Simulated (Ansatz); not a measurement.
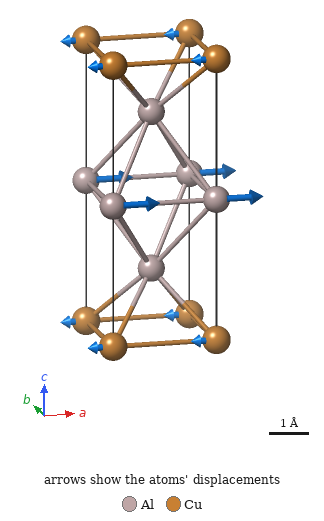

The lowest optical mode of a crystal of Al3Cu, space group P4/mmm (No. 123), at the zone centre. The blue arrows are the displacements of the atoms (eigenvector over the root of the mass), of arbitrary overall length and sign. A ball-and-stick model of the cell of the calculation, seen slightly off an axis.

Theory: DFT PBEsol, scalar-relativistic, plane waves, PAW in Ansatz 0.2.0.

The input:
```yaml
crystal:
  lattice:
    - [2.7859707303, 0.0, 0.0]
    - [0.0, 2.7859707303, 0.0]
    - [0.0, 0.0, 7.5697807182]
  atoms:
    - { symbol: Al, position: [0.0, 0.0, 0.5] }
    - { symbol: Al, position: [0.5, 0.5, 0.2213906882] }
    - { symbol: Al, position: [0.5, 0.5, 0.7786093118] }
    - { symbol: Cu, position: [0.0, 0.0, 0.0] }
basis:
  ecutwfc: 420
kpoints:
  mp_grid: { grid: [16, 16, 6] }
hamiltonian:
  xc: pbesol
scf:
  occupations: { method: fermi_dirac, width: 0.15 }
output:
  eigenvalues: true
phonons:
  method: dfpt
  eigenvectors: true
  qmesh: [4, 4, 1]
  temperatures: { t_max: 1000, t_step: 100 }
  qpath:
    path:
      - [[0.0, 0.0, 0.0], [0.0, 0.5, 0.0], [0.5, 0.5, 0.0], [0.0, 0.0, 0.0], [0.0, 0.0, 0.5], [0.0, 0.5, 0.5], [0.5, 0.5, 0.5], [0.0, 0.0, 0.5]]
      - [[0.0, 0.5, 0.0], [0.0, 0.5, 0.5]]
      - [[0.5, 0.5, 0.0], [0.5, 0.5, 0.5]]
    npoints: 8
```

Run as
```bash
ansatz run input.yaml --threads 2 --pin off --max-ram 6144MiB --backend cpu --events-out ev --progress --plain --runs-dir out
```

The frequencies depend somewhat on the k-mesh and the smearing.

Is this crystal at a minimum with respect to the drawn distortion?

Yes: this softest mode has a real frequency, and so have all others here. That speaks for this wave vector alone: the rest of the zone wasn't checked in this run. This is the E_u mode (doubly degenerate; one member of the set is drawn) at 2.91 THz, the lowest optical level, infrared-active by symmetry. The Al (2h) atoms hardly move; the Al (1b) sublattice moves against the Cu sublattice, along a; the kinetic energy is shared as Al 72 %, Cu 28 %. The crystal is a metal, so free carriers screen the infrared response.
